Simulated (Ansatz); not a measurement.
The coordinates of a crystal:

```yaml
crystal:
  lattice:
    - [2.93013, 0.02812, -0.00546]
    - [-1.44071, 2.49537, 0.01094]
    - [-0.00944, 0.01640, 5.01281]
  atoms:
    - { symbol: Al, position: [0.70772, 0.41545, 0.75000] }
    - { symbol: Al, position: [0.29228, 0.70772, 0.25000] }
```

Before looking at a picture, describe the arrangement of atoms.

Answer. The element is aluminium. Strictly the space group is C2/c (No. 15, within 0.01 Å). It is a distorted form of a primitive hexagonal structure, space group P6_3/mmc (No. 194) within 0.45 Å: hexagonal close-packed (Mg type). The cell holds two atoms.

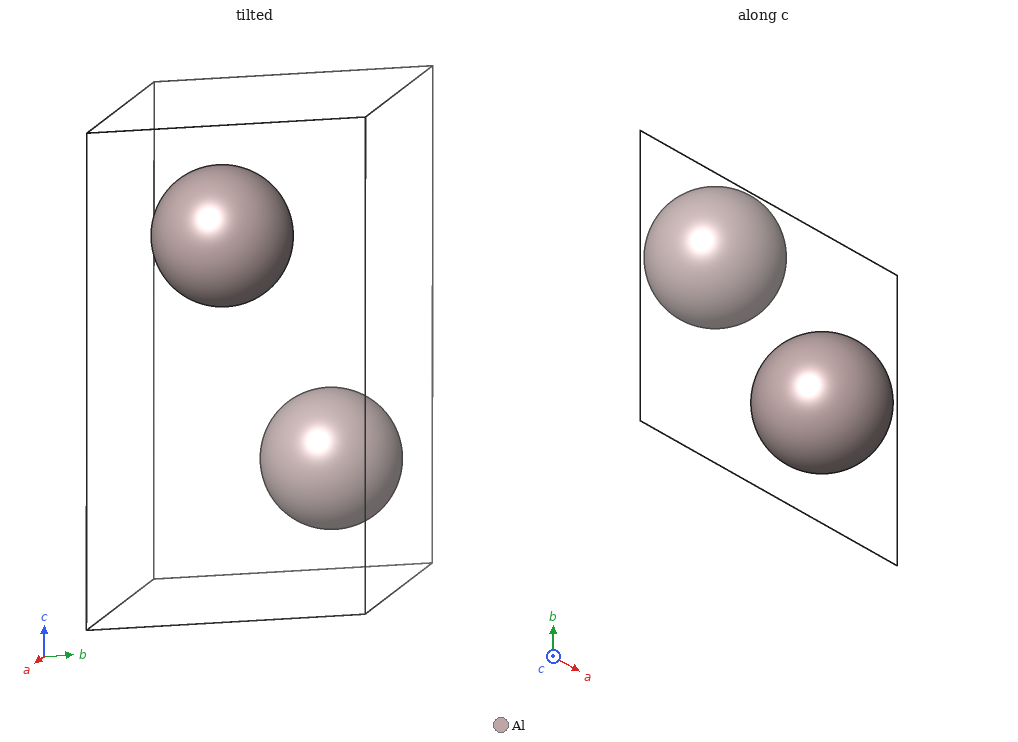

Crystal structure, spheres-only style, seen slightly off an axis and along the c axis. The parallelepiped is the unit cell. Colours: aluminium light grey.

The cell started as a structure listed in the Materials Project. The cell was then strained or its atoms displaced on purpose. Ansatz was used for an electronic-structure calculation on it.

At this level of theory the cell isn't at rest (stretched, at -6 GPa), so its distances can differ from those at equilibrium, the more so the softer the solid.
